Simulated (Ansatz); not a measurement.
A series of calculations on CHF₃

## 1. Relaxation

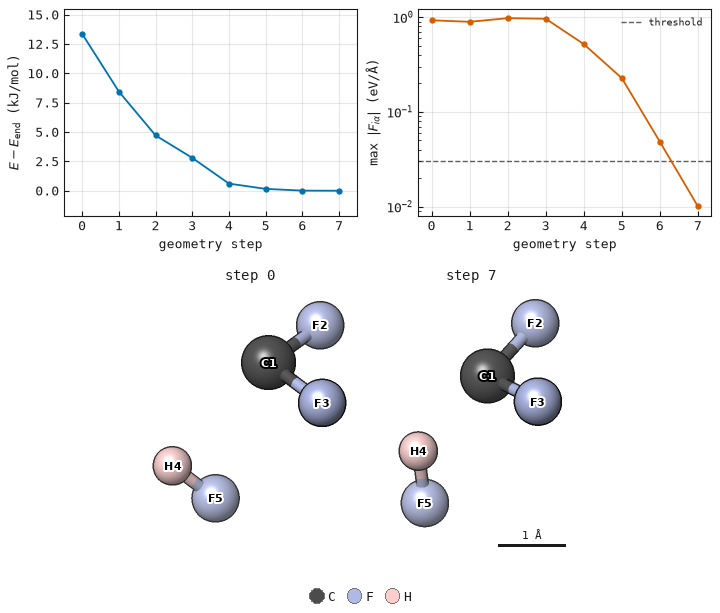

First and last geometry of a relaxation of CHF$_{3}$, with the history of the run. A ball-and-stick model, seen from a free direction.

The run prepares an end point of a later path (reaction) calculation, from a guessed geometry.

Level of theory: Ansatz, RKS PBE-D4/def2-SVP.

Input
```yaml
crystal:
  periodic: [false, false, false]
  atoms:
    - { symbol: C, position_ang: [-0.299995, -0.481126, -0.696218] }
    - { symbol: F, position_ang: [-0.134972, -1.627118, -0.079314] }
    - { symbol: F, position_ang: [0.795263, -0.310276, -1.393581] }
    - { symbol: H, position_ang: [-0.56524, 1.290469, 0.847621] }
    - { symbol: F, position_ang: [0.205043, 1.128152, 1.321392] }
basis:
  gaussian: { orbitals: def2-SVP }
hamiltonian:
  xc: pbe
  dispersion: d4
relax:
  f_tol: 0.03
  max_steps: 50
```

Run as
```bash
ansatz run input.yaml --threads 1 --pin off --max-ram 2048MiB --backend cpu --events-out ev --progress --plain --runs-dir out
```

> What do the curves and the structures tell?

It converged. The energy falls by 13.4 kJ/mol in 7 geometry steps. Largest force component: 0.93 eV/Å at the start, 0.01 eV/Å at the end. The atom that moves furthest after the best rigid fit is H4 (0.45 Å). Largest moves by element: H 0.45 Å, C 0.25 Å, F 0.19 Å. Among the contacts that change: H4–F5 0.919 → 0.964 Å, C1–F2 1.312 → 1.302 Å. Cost: 20 s on 1 thread of Intel(R) Xeon(R) Processor @ 2.50GHz (Skylake/Cascade Lake), with other jobs on the host, peak memory 0.12 GiB.

Limits of the set-up: the start holds two separate molecules, 2.4 Å apart at their closest, whose relative position is a soft coordinate.

## 2. Relaxation

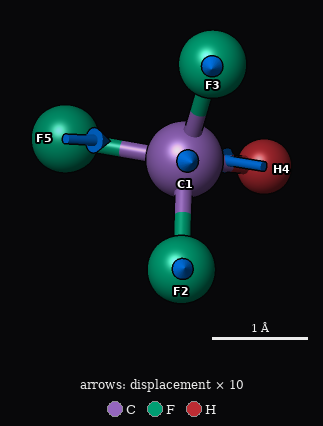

This is a relaxation of CHF$_{3}$. The starting structure is drawn; blue arrows show the displacements, magnified 10 times. The two geometries are superimposed by the best rigid fit.

A ball-and-stick model, seen at a tilt.

The run prepares an end point of a later path (reaction) calculation, from a guessed geometry.

Computed with RKS PBE-D4/def2-SVP in Ansatz 0.2.0.

Input file:
```yaml
crystal:
  periodic: [false, false, false]
  atoms:
    - { symbol: C, position_ang: [-0.062489, 0.035327, -0.030431] }
    - { symbol: F, position_ang: [-0.045146, -1.311584, 0.053655] }
    - { symbol: F, position_ang: [1.169373, 0.460891, -0.379107] }
    - { symbol: H, position_ang: [-0.750894, 0.310113, -0.859382] }
    - { symbol: F, position_ang: [-0.310744, 0.505352, 1.215165] }
basis:
  gaussian: { orbitals: def2-SVP }
hamiltonian:
  xc: pbe
  dispersion: d4
relax:
  f_tol: 0.03
  max_steps: 50
```

Launched with:
```bash
ansatz run input.yaml --threads 1 --pin off --max-ram 2048MiB --backend cpu --events-out ev --progress --plain --runs-dir out
```

### What happened in the run?

After 2 geometry steps the energy has fallen by 7.36 kJ/mol. The largest force component goes from 0.91 to 0.018 eV/Å. The largest move after the best rigid fit is that of H4, 0.075 Å. Largest moves by element: H 0.075 Å, F 0.064 Å, C 0.032 Å. Near-neighbour distances that change, for instance: C1–F2 1.350 → 1.344 Å. Among the angles between lasting bonds that change: H4–C1–F5 119.1° → 110.3°, F3–C1–H4 107.1° → 110.3°, F2–C1–H4 107.5° → 110.3°. Cost: 7.7 s on 1 thread of Intel(R) Xeon(R) Processor @ 2.50GHz (Skylake/Cascade Lake) (shared host), peak memory 0.12 GiB.

## 3. Path

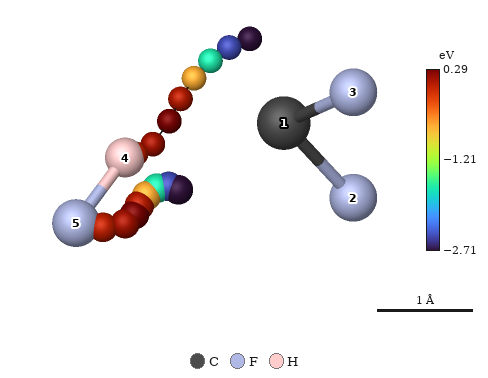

A search for the minimum-energy path of CHF3 by the nudged elastic band. Images are numbered from 0 (start) to 8 (end). The start is drawn whole; smaller spheres mark the moving atoms (H, F) in the later images, joined by lines and coloured by the energy of the image relative to the start. Style: ball-and-stick. Shown from a free direction.

These are results of RKS PBE-D4/def2-SVP (Ansatz), not measurements.

Input
```yaml
crystal:
  periodic: [false, false, false]
  atoms:
    - { symbol: C, position_ang: [-0.214726, -0.34919, -0.507681] }
    - { symbol: F, position_ang: [-0.226955, -1.586929, -0.103033] }
    - { symbol: F, position_ang: [0.720564, -0.270591, -1.410436] }
    - { symbol: H, position_ang: [-0.395513, 0.923846, 0.64366] }
    - { symbol: F, position_ang: [0.116728, 1.282965, 1.377389] }
basis:
  gaussian: { orbitals: def2-SVP }
hamiltonian:
  xc: pbe
  dispersion: d4
neb:
  order_check: false
  images: 7
  f_tol: 0.05
  max_iterations: 60
  final_atoms:
    - { symbol: C, position_ang: [-0.04865648, 0.02825998, -0.00686674] }
    - { symbol: F, position_ang: [-0.29355882, -1.26833369, 0.25015239] }
    - { symbol: F, position_ang: [0.70008426, 0.11201311, -1.12022371] }
    - { symbol: H, position_ang: [-1.00620298, 0.58261119, -0.14281364] }
    - { symbol: F, position_ang: [0.64843202, 0.54555041, 1.01965069] }
  initial_path:
    images:
      - { positions_ang: [[-0.214726, -0.34919, -0.507681], [-0.226955, -1.586929, -0.103033], [0.720564, -0.270591, -1.410436], [-0.395513, 0.923846, 0.64366], [0.116728, 1.282965, 1.377389]] }
      - { positions_ang: [[-0.30194047, -0.31521841, -0.43880675], [-0.21410247, -1.53163359, -0.02268055], [0.69625746, -0.1484448, -1.316681], [-0.23142027, 0.84419066, 0.47465212], [0.05130374, 1.15120714, 1.30341518]] }
      - { positions_ang: [[-0.38915493, -0.28124681, -0.3699325], [-0.20124994, -1.47633818, 0.0576719], [0.67195092, -0.0262986, -1.222926], [-0.06732753, 0.76453533, 0.30564423], [-0.01412051, 1.01944927, 1.22944137]] }
      - { positions_ang: [[-0.4763694, -0.24727522, -0.30105825], [-0.18839742, -1.42104277, 0.13802435], [0.64764438, 0.09584759, -1.129171], [0.0967652, 0.68487999, 0.13663635], [-0.07954477, 0.88769141, 1.15546755]] }
      - { positions_ang: [[-0.56358386, -0.21330363, -0.23218399], [-0.17554489, -1.36574736, 0.2183768], [0.62333784, 0.21799379, -1.03541601], [0.26085794, 0.60522465, -0.03237154], [-0.14496902, 0.75593354, 1.08149374]] }
      - { positions_ang: [[-0.43485202, -0.15291273, -0.17585468], [-0.20504837, -1.34139394, 0.2263207], [0.64252444, 0.19149862, -1.05661793], [-0.05590729, 0.59957129, -0.05998206], [0.05338124, 0.70333776, 1.06603298]] }
      - { positions_ang: [[-0.30612017, -0.09252182, -0.11952537], [-0.23455185, -1.31704052, 0.2342646], [0.66171105, 0.16500345, -1.07781986], [-0.37267252, 0.59391792, -0.08759259], [0.2517315, 0.65074198, 1.05057221]] }
      - { positions_ang: [[-0.17738833, -0.03213092, -0.06319605], [-0.26405533, -1.2926871, 0.2422085], [0.68089765, 0.13850828, -1.09902178], [-0.68943775, 0.58826455, -0.11520311], [0.45008176, 0.59814619, 1.03511145]] }
      - { positions_ang: [[-0.04865648, 0.02825998, -0.00686674], [-0.29355882, -1.26833369, 0.25015239], [0.70008426, 0.11201311, -1.12022371], [-1.00620298, 0.58261119, -0.14281364], [0.64843202, 0.54555041, 1.01965069]] }
```

Launched with:
```bash
ansatz run input.yaml --threads 1 --pin off --max-ram 2048MiB --backend cpu --events-out ev --progress --plain --runs-dir out
```

> Describe the path and its energy.

Breaking: H4–F5 (0.96 → 1.22 at the top → 2.02 Å). Forming: C1–F5 (2.52 → 1.99 at the top → 1.34 Å), C1–H4 (1.73 → 1.23 at the top → 1.11 Å). The highest point, image 3, lies 0.29 eV above the start and 3.00 eV above the end; the end is at −2.71 eV relative to the start. The band converged in 19 iterations. The largest component of the band force went from 53 to 0.01 eV/Å. The climbing image converged on the top of the path. Its vibrational analysis gives one imaginary mode (939i cm⁻¹), as a transition state must have.
